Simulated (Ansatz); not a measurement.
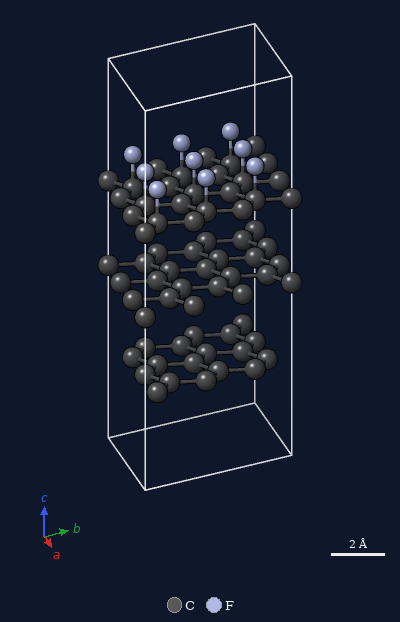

Fig. 1: The structure as given in the input (ball-and-stick view of the 3 × 3 repeat of the cell, with the vacuum cut short, seen slightly off an axis). Near neighbours in the crystal (not all of them lie inside the picture): C has 3 C at 1.42 Å; C has 3 C at 1.42 Å and 1 F at 1.34 Å; F has 1 C at 1.34 Å.

## Geometry relaxation of C6F (part 1 of 3)

System: C6F (slab, 7 atoms in the cell).
Method: DFT PBE+D3(BJ), scalar-relativistic, plane waves, PAW, spin-polarised (Ansatz 0.2.0).

The structure derives from an entry of the Crystallography Open Database. The input holds or restrains some coordinates. It belongs to a series of runs on one base structure; here: F put at a top C site.

**What the program printed**
```
Engine: ansatz 0.2.0, x86_64-unknown-linux-gnu
Pseudopotentials: kind: paw
Pseudopotential: C, paw, valence charge 4, recommended cutoff 420 eV (normal), C.paw.azcp
Pseudopotential: F, paw, valence charge 7, recommended cutoff 420 eV (normal), F.paw.azcp
Functional definition: PBE
  parameter kappa = 0.804
  parameter beta = 0.06672455060314922
  exchange = pbe_x(kappa = kappa, mu = beta*pi^2/3)
  correlation = pbe_c(beta = beta)
Crystal: 7 atoms, lattice volume = 135.236 Å³
Basis set: ecut = 420 eV, 2551 PW (Γ), exchange–correlation on 36×36×360 points (8 copies of the dense FFT grid, shifted against one another)
Bands: 23, of which v1, the nominal top of the filled ones, is band 16 counted from 1 (15 counted from 0)
Symmetry: 6 space group operations
k-points: 19 of 144 (time reversal used)
Non-local potential: C, projectors of the file, l = 0: 2, l = 1: 2, l = 2: 1
Non-local potential: F, projectors of the file, l = 0: 2, l = 1: 2, l = 2: 1
PAW form: soft (Blöchl's): semilocal exchange-correlation on the pseudo side does not see the compensation charge
PAW one-centre angular grid: C, 110 points (default); XC on 64 Gauss nodes
PAW one-centre angular grid: F, 110 points (default); XC on 64 Gauss nodes
Starting moments: Σ|m| = 1 μB on 1 of 7 sites
Initial wavefunctions: pseudopotential atomic-orbital guess
Functional: x = pbe(κ = 0.804, μ = 0.2195149727645171), c = pbe(β = 0.06672455060314922)
SCF iter   1: F=—  HF=-2312.304666 eV  |F-HF|=—  |Δ(HF+E_count)|=         —  Δρ=5.55e-2 (↑4.59e-2 ↓5.55e-2)  dr2=8.19e0  dr2_m=8.29e-1  M=0.346 μB ∫|m|=0.388 μB  β_m=0.30  ethr=3.10e-3  p=0.000 e·Å  D=1.88e-7 V/Å  ΔV_dip=-0.00 eV  dr2_dipole=1.46e-2  V_vac-E_F(+/−)=7.47/7.47 eV  ⟨swp⟩=8.7  Hψ=5614  notcnv=0  defer=5
efield: sawtooth ramp at fractional position 0.9672 (placed from the atoms, in the widest stretch of the axis that holds none; the zero of the levels goes with the place), width 0.0400; the density the first Hamiltonian is built on has a dipole p = 0.000 e·Å; the dipole correction subtracts the counter field D = 1.88e-7 V/Å, which shifts the + side's vacuum level by -0.00 eV against the − side's; the planar-averaged density in the ramp window peaks in size at 1.4e-6 e/Å³
preconditioner: auto → LDOS  [metal: Δε(μ)=0.022 eV  Ē_g=16.258 eV  σ=0.050 eV  W_gap=0.24  n_scr=16 (ndim 8)  ℏωp=17.2 eV  f_vac=0.560  D(μ)=1.68/eV (n_scr^D=12)]
spin=Collinear: LDOS preconditioning applied to the charge; magnetization (m = ρ↑ − ρ↓) channel mixes plain (no charge-response kernel on spin).
SCF iter   2: F=—  HF=-2310.426685 eV  |F-HF|=—  |Δ(HF+E_count)|=    1.88e0  Δρ=3.82e-2 (↑3.06e-2 ↓3.82e-2)  dr2=3.31e0  dr2_m=4.84e-1  M=0.301 μB ∫|m|=0.339 μB  β_m=0.30  ethr=3.10e-3  p=0.012 e·Å  D=1.64e-2 V/Å  ΔV_dip=-0.42 eV  dr2_dipole=8.49e-2  V_vac-E_F(+/−)=6.80/7.22 eV  ⟨swp⟩=2.7  Hψ=1925  notcnv=0  defer=78  κ⁻¹=1.0e0(r=1)
SCF iter   3: F=—  HF=-2309.529768 eV  |F-HF|=—  |Δ(HF+E_count)|=   8.97e-1  Δρ=2.20e-2 (↑1.68e-2 ↓2.20e-2)  dr2=1.00e0  dr2_m=2.83e-1  M=0.256 μB ∫|m|=0.292 μB  β_m=0.30  ethr=3.10e-3  p=-0.043 e·Å  D=-5.81e-2 V/Å  ΔV_dip=1.49 eV  dr2_dipole=1.05e-1  V_vac-E_F(+/−)=6.03/4.54 eV  ⟨swp⟩=2.9  Hψ=1988  notcnv=0  defer=97  κ⁻¹=9.3e-2(r=2)
SCF iter   4: F=—  HF=-2309.491443 eV  |F-HF|=—  |Δ(HF+E_count)|=   3.83e-2  Δρ=1.41e-2 (↑1.14e-2 ↓1.41e-2)  dr2=3.83e-1  dr2_m=1.52e-1  M=0.260 μB ∫|m|=0.290 μB  β_m=0.30  ethr=3.10e-3  p=-0.070 e·Å  D=-9.42e-2 V/Å  ΔV_dip=2.42 eV  dr2_dipole=1.22e-3  V_vac-E_F(+/−)=5.82/3.40 eV  ⟨swp⟩=2.7  Hψ=1228  notcnv=0  defer=102  κ⁻¹=2.3e-2(r=3)
SCF iter   5: F=—  HF=-2309.493263 eV  |F-HF|=—  |Δ(HF+E_count)|=   1.82e-3  Δρ=1.05e-2 (↑8.40e-3 ↓1.05e-2)  dr2=4.71e-1  dr2_m=8.84e-2  M=0.242 μB ∫|m|=0.271 μB  β_m=0.30  ethr=1.24e-3  p=-0.019 e·Å  D=-2.48e-2 V/Å  ΔV_dip=0.64 eV  dr2_dipole=1.70e-1  V_vac-E_F(+/−)=5.62/4.99 eV  ⟨swp⟩=3.4  Hψ=1666  notcnv=0  defer=89  κ⁻¹=5.5e-3(r=4)
SCF iter   6: F=—  HF=-2309.490322 eV  |F-HF|=—  |Δ(HF+E_count)|=   2.94e-3  Δρ=6.91e-3 (↑6.10e-3 ↓6.91e-3)  dr2=7.57e-2  dr2_m=4.89e-2  M=0.233 μB ∫|m|=0.259 μB  β_m=0.30  ethr=1.24e-3  p=-0.028 e·Å  D=-3.79e-2 V/Å  ΔV_dip=0.97 eV  dr2_dipole=3.32e-2  V_vac-E_F(+/−)=5.65/4.67 eV  ⟨swp⟩=2.4  Hψ=1326  notcnv=0  defer=105  κ⁻¹=3.2e-3(r=5)
SCF iter   7: F=—  HF=-2309.495507 eV  |F-HF|=—  |Δ(HF+E_count)|=   5.18e-3  Δρ=4.99e-3 (↑4.99e-3 ↓4.85e-3)  dr2=6.75e-2  dr2_m=2.83e-2  M=0.219 μB ∫|m|=0.243 μB  β_m=0.30  ethr=2.44e-4  p=-0.054 e·Å  D=-7.23e-2 V/Å  ΔV_dip=1.86 eV  dr2_dipole=2.50e-2  V_vac-E_F(+/−)=5.68/3.82 eV  ⟨swp⟩=3.4  Hψ=1479  notcnv=0  defer=110  κ⁻¹=7.3e-4(r=6)
SCF iter   8: F=—  HF=-2309.495999 eV  |F-HF|=—  |Δ(HF+E_count)|=   4.92e-4  Δρ=4.24e-3 (↑3.35e-3 ↓4.24e-3)  dr2=3.09e-2  dr2_m=1.69e-2  M=0.210 μB ∫|m|=0.233 μB  β_m=0.98  ethr=2.18e-4  p=-0.039 e·Å  D=-5.17e-2 V/Å  ΔV_dip=1.33 eV  dr2_dipole=1.45e-2  V_vac-E_F(+/−)=5.67/4.34 eV  ⟨swp⟩=2.7  Hψ=1371  notcnv=0  defer=104
Mixer restart at iter 8: flushing history
spin-set hold released at iteration 8 (site moments contracting): the magnetisation degrees of freedom join the quasi-Newton model from the next iteration; the mixer history was flushed
SCF iter   9: F=—  HF=-2309.498366 eV  |F-HF|=—  |Δ(HF+E_count)|=   2.37e-3  Δρ=1.27e-3 (↑5.87e-4 ↓1.27e-3)  dr2=8.92e-3  dr2_m=6.58e-4  M=0.189 μB ∫|m|=0.212 μB  β_m=0.34  ethr=9.97e-5  p=-0.040 e·Å  D=-5.40e-2 V/Å  ΔV_dip=1.39 eV  dr2_dipole=3.92e-3  V_vac-E_F(+/−)=5.68/4.29 eV  ⟨swp⟩=1.6  Hψ=925  notcnv=0  defer=104
density mixer auto → msr1: a metal under ldos (density of states about μ 0.53 of a free-electron gas's, 16 screened modes)
SCF iter  10: F=—  HF=-2309.499369 eV  |F-HF|=—  |Δ(HF+E_count)|=   1.00e-3  Δρ=7.64e-4 (↑7.64e-4 ↓6.70e-4)  dr2=1.97e-3  dr2_m=4.30e-4  M=0.168 μB ∫|m|=0.190 μB  β_m=0.67  ethr=2.88e-5  p=-0.041 e·Å  D=-5.55e-2 V/Å  ΔV_dip=1.43 eV  dr2_dipole=4.39e-4  V_vac-E_F(+/−)=5.69/4.27 eV  ⟨swp⟩=1.5  Hψ=912  notcnv=0  defer=104
SCF iter  11: F=—  HF=-2309.502444 eV  |F-HF|=—  |Δ(HF+E_count)|=   3.07e-3  Δρ=6.34e-4 (↑6.16e-4 ↓6.34e-4)  dr2=6.44e-4  dr2_m=4.18e-4  M=0.134 μB ∫|m|=0.152 μB  β_m=0.84  ethr=6.36e-6  p=-0.042 e·Å  D=-5.64e-2 V/Å  ΔV_dip=1.45 eV  dr2_dipole=9.51e-6  V_vac-E_F(+/−)=5.70/4.25 eV  ⟨swp⟩=2.2  Hψ=1446  notcnv=0  defer=104
SCF iter  12: F=—  HF=-2309.503090 eV  |F-HF|=—  |Δ(HF+E_count)|=   6.46e-4  Δρ=6.30e-4 (↑4.98e-4 ↓6.30e-4)  dr2=2.48e-3  dr2_m=1.31e-4  M=0.126 μB ∫|m|=0.138 μB  β_m=0.63  ethr=2.08e-6  p=-0.042 e·Å  D=-5.61e-2 V/Å  ΔV_dip=1.44 eV  dr2_dipole=6.21e-4  V_vac-E_F(+/−)=5.66/4.22 eV  ⟨swp⟩=2.3  Hψ=1510  notcnv=0  defer=104  recentre
SCF iter  13: F=—  HF=-2309.502956 eV  |F-HF|=—  |Δ(HF+E_count)|=   1.34e-4  Δρ=2.11e-4 (↑1.42e-4 ↓2.11e-4)  dr2=9.96e-4  dr2_m=1.34e-5  M=0.128 μB ∫|m|=0.140 μB  β_m=0.73  ethr=2.08e-6  p=-0.042 e·Å  D=-5.63e-2 V/Å  ΔV_dip=1.45 eV  dr2_dipole=3.61e-4  V_vac-E_F(+/−)=5.68/4.23 eV  ⟨swp⟩=2.1  Hψ=1396  notcnv=0  defer=103
SCF iter  14: F=—  HF=-2309.502950 eV  |F-HF|=—  |Δ(HF+E_count)|=   5.37e-6  Δρ=1.25e-4 (↑9.88e-5 ↓1.25e-4)  dr2=3.48e-4  dr2_m=1.57e-6  M=0.129 μB ∫|m|=0.141 μB  β_m=0.86  ethr=2.08e-6  p=-0.042 e·Å  D=-5.60e-2 V/Å  ΔV_dip=1.44 eV  dr2_dipole=1.05e-4  V_vac-E_F(+/−)=5.68/4.24 eV  ⟨swp⟩=1.0  Hψ=804  notcnv=0  defer=103
SCF iter  15: F=—  HF=-2309.502944 eV  |F-HF|=—  |Δ(HF+E_count)|=   6.68e-6  Δρ=1.06e-4 (↑1.06e-4 ↓9.48e-5)  dr2=2.63e-5  dr2_m=1.16e-5  M=0.131 μB ∫|m|=0.143 μB  β_m=0.75  ethr=1.12e-6  p=-0.042 e·Å  D=-5.58e-2 V/Å  ΔV_dip=1.43 eV  dr2_dipole=1.13e-5  V_vac-E_F(+/−)=5.69/4.25 eV  ⟨swp⟩=1.4  Hψ=836  notcnv=0  defer=103
SCF iter  16: F=—  HF=-2309.502951 eV  |F-HF|=—  |Δ(HF+E_count)|=   6.85e-6  Δρ=5.60e-5 (↑5.60e-5 ↓4.54e-5)  dr2=1.82e-5  dr2_m=2.80e-6  M=0.131 μB ∫|m|=0.143 μB  β_m=0.88  ethr=7.26e-8  p=-0.042 e·Å  D=-5.58e-2 V/Å  ΔV_dip=1.44 eV  dr2_dipole=8.72e-6  V_vac-E_F(+/−)=5.69/4.25 eV  ⟨swp⟩=23.1  Hψ=9368  notcnv=0
SCF iter  17: F=—  HF=-2309.502953 eV  |F-HF|=—  |Δ(HF+E_count)|=   1.98e-6  Δρ=2.60e-5 (↑2.58e-5 ↓2.60e-5)  dr2=3.89e-6  dr2_m=3.17e-7  M=0.131 μB ∫|m|=0.143 μB  β_m=0.77  ethr=5.88e-8  p=-0.042 e·Å  D=-5.59e-2 V/Å  ΔV_dip=1.44 eV  dr2_dipole=1.03e-6  V_vac-E_F(+/−)=5.69/4.25 eV  ⟨swp⟩=13.8  Hψ=7290  notcnv=0
SCF iter  18: F=—  HF=-2309.502953 eV  |F-HF|=—  |Δ(HF+E_count)|=   4.86e-7  Δρ=7.09e-6 (↑7.09e-6 ↓5.50e-6)  dr2=3.54e-7  dr2_m=1.23e-8  M=0.131 μB ∫|m|=0.143 μB  β_m=0.74  ethr=1.26e-8  p=-0.042 e·Å  D=-5.61e-2 V/Å  ΔV_dip=1.44 eV  dr2_dipole=3.13e-8  V_vac-E_F(+/−)=5.69/4.25 eV  ⟨swp⟩=15.3  Hψ=7437  notcnv=0
SCF iter  19: F=-2309.502953 eV  HF=-2309.502953 eV  |F-HF|=6.00e-8  |Δ(HF+E_count)|=   3.84e-8  Δρ=2.50e-6 (↑2.10e-6 ↓2.50e-6)  dr2=2.29e-8  dr2_m=1.57e-9  M=0.131 μB ∫|m|=0.143 μB  ethr=1.14e-9  p=-0.042 e·Å  D=-5.61e-2 V/Å  ΔV_dip=1.44 eV  dr2_dipole=7.32e-10  V_vac-E_F(+/−)=5.69/4.25 eV  ⟨swp⟩=12.2  Hψ=6319  notcnv=0
SCF 1 converged in 19 iterations: F = -2309.502953 eV  dr2 = 2.29e-8
  greatest PAW one-centre occupation: 0.946 electrons in one spin orbital (limit 2), on the F atom at site 6 (counted from 0), in its partial waves of l = 0
relax step   1: F+E_penalty+E_count = -2309.50295317 eV  Δ(F+E_penalty+E_count) = +0.000e0 eV  max|allowed force component| = 1.080e1 eV/Å  Δτ_max = 0.0000 Å  (19 SCF iters, dr2 threshold 2.25e-5 eV, accepted)
Initial density: handed on by an earlier stage of this run
Starting moments: Σ|m| = 1 μB on 1 of 7 sites; this step starts from the density that it was given
Initial wavefunctions: those handed on with the density
iter 1 solved again at ethr=2.90e-3 eV; its pass at ethr=3.10e-3 eV (dr2=8.99e-1 eV) is discarded
```
